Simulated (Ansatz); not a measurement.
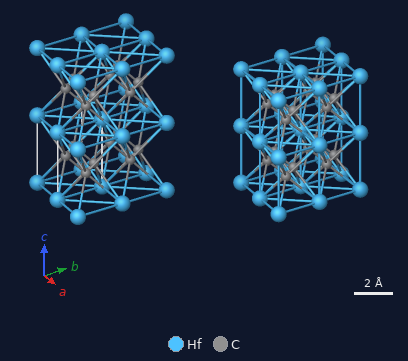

Two geometries of a crystal of HfC$_{2}$ (a generated structure, set up in P6/mmm) (coarse preliminary run), drawn at one scale. One is the start of a relaxation, the other its converged end. A ball-and-stick model of the cell of the calculation, repeated 2 × 2 × 2 with one cell outlined, seen slightly off an axis.

Method: DFT PBE, scalar-relativistic, plane waves, PAW in Ansatz. Settings: plane-wave cutoff 420 eV; k-point mesh 6 × 6 × 4; occupations gaussian; smearing width 0.1 eV; no spin polarisation; cell and atoms relaxed; force threshold 0.04 eV/Å; at most 70 steps.

Q: Which geometry has the lower energy?

A: The right one is the relaxed one. No atom moves by more than 0.005 Å relative to the cell. Cell: a = b 3.568 → 3.278 Å (−8.1 %), c 3.773 → 3.179 Å (−15.7 %). Volume −28.9 %. Near-neighbour distances that change, for instance: Hf–Hf 3.773 → 3.179 Å, C–Hf 2.793 → 2.472 Å, Hf–Hf 3.568 → 3.278 Å. Bond angles that change, for instance: Hf–C–Hf 85.0° → 80.0°, Hf–C–Hf 79.4° → 83.1°. The space group stays P6/mmm (No. 191). After 5 accepted moves (7 points after the start) the energy has fallen by 676 meV per atom. All forces vanish by symmetry, so only the cell relaxes. The pressure goes from −36.41 to −0.33 GPa. The line search rejected the trial step at point 5 of the run. The SCF was repeated once at an unchanged geometry on a basis and grid sized afresh for the cell, which shifted the energy by 1.9 meV per atom at most.

Limits of the set-up: the k-point mesh is coarse for a cell with partly filled bands.
